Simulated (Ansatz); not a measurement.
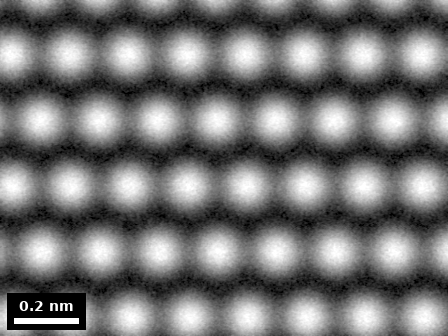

iDPC-like image of a crystal. Simulated as the projected potential of neutral atoms (B = 0.5 Å²) blurred by a 1.01 Å probe, the thin-sample limit of integrated differential phase contrast. The display is stretched by a gamma of 0.65; percentages refer to the linear signal. Shot noise and a slight drift were added.

Q: Give the net of the columns and its spacings.

A: The pattern repeats on a centred rectangular net of 1.8 × 4.1 Å.

Q: What is the plane group of the image?

A: c2mm: perpendicular mirror lines on a centred net, with further twofold points between them.

Q: How many columns does the smallest repeating cell hold, and how many levels of brightness?

A: 1 column in the primitive cell of 3.8 Å², all of one brightness.

The crystal is Y (Im-3m, No. 229) seen along [210]. Model: the input geometry of an electronic-structure calculation (not necessarily at equilibrium); the starting structure was generated, so it need not be a known form of this composition.
